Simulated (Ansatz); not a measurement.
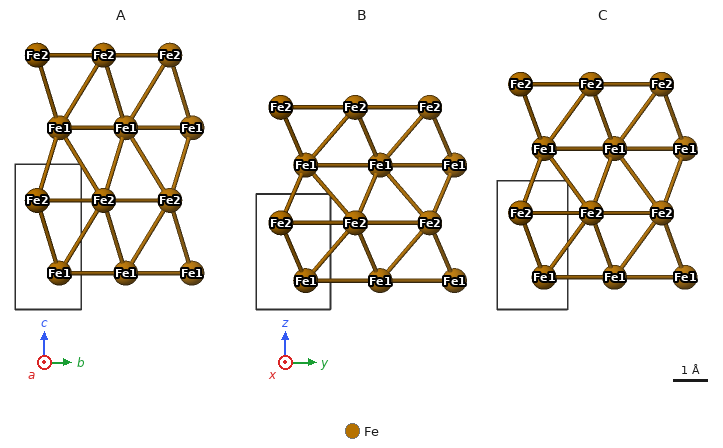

A scan of crystalline Fe (P6_3/mmc): the ratio of the cell's length along z to its lengths across, counted as 1 for the reference, is changed at fixed volume (a c/a path), with the atoms kept at their fractional coordinates. x, y and z are the Cartesian axes of the input. The picture is a ball-and-stick view of the cell of the calculation, repeated 3 × 3 × 2 with one cell outlined, seen along the a axis.

These are results of DFT PBEsol, scalar-relativistic, plane waves, PAW in Ansatz 0.2.0, not measurements. Set-up: plane-wave cutoff 420 eV; k-point mesh 33 × 33 × 18; occupations gaussian; smearing width 0.15 eV; no spin polarisation. Energies (free energies at the smearing named) are counted from the relaxed crystal.

**Rank the frames from lowest to highest energy.**

Lowest first: C (the relative ratio 1.00, 0 meV/atom), B (the relative ratio 0.85, 240 meV/atom), A (the relative ratio 1.20, 328 meV/atom). Over the whole scan: the lowest computed point lies at the relative ratio 1.00 (0 meV/atom). At the ends of the scan the energy is 240 meV/atom (0.85) and 328 meV/atom (1.20). The distortion keeps the space group P6_3/mmc. At the relative ratio 1.20 the cell of the drawing goes a 2.429 → 2.286 Å, b 2.429 → 2.286 Å, c 3.841 → 4.337 Å.
